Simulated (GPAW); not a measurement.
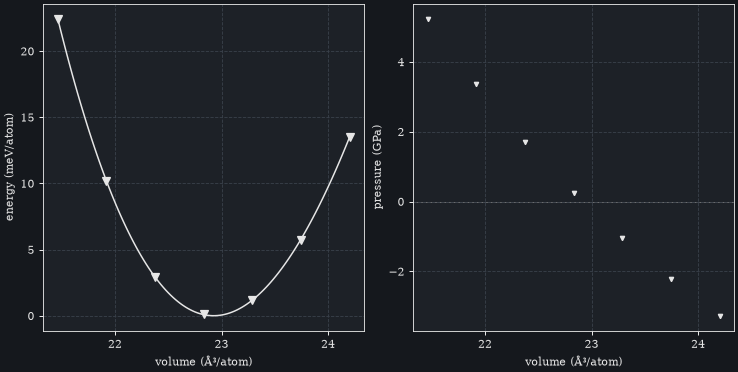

Plotted: energy and pressure against volume for Ge, space group P6_3/mmc (No. 194).

Cell as given: a = 3.998 Å, b = 3.998 Å, c = 6.599 Å, α = 90.00°, β = 90.00°, γ = 120.00°; 4 atoms.

How it was computed, with GPAW 26.7.0: PAW DFT in plane waves, on a grid or in atomic orbitals, no spin polarisation; energies at scaled volumes of the given cell, shape and fractions fixed, counted from the fit's minimum, third-order Birch-Murnaghan fit. Level: PBEsol.

| setting | value |
| --- | --- |
| k mesh | 8×8×4 |
| occupations | Fermi–Dirac |
| smearing width | 0.05 eV |
| potentials | PAW data sets made by gpaw setup for the functional |
| wave cutoff | 600 eV |
| program settings | basis pw |

Give the values behind the plot as a table.

```json
{"volume (Å³/atom)": "21.46", "energy (meV/atom)": "22.46", "pressure (GPa)": "5.24"}
{"volume (Å³/atom)": "21.92", "energy (meV/atom)": "10.17", "pressure (GPa)": "3.36"}
{"volume (Å³/atom)": "22.38", "energy (meV/atom)": "2.92", "pressure (GPa)": "1.70"}
{"volume (Å³/atom)": "22.83", "energy (meV/atom)": "0.11", "pressure (GPa)": "0.25"}
{"volume (Å³/atom)": "23.29", "energy (meV/atom)": "1.18", "pressure (GPa)": "-1.04"}
{"volume (Å³/atom)": "23.75", "energy (meV/atom)": "5.76", "pressure (GPa)": "-2.22"}
{"volume (Å³/atom)": "24.20", "energy (meV/atom)": "13.53", "pressure (GPa)": "-3.27"}
```

Keep in mind: shape and atomic fractions are frozen while scaling, which makes layered, chain and framework solids too stiff.
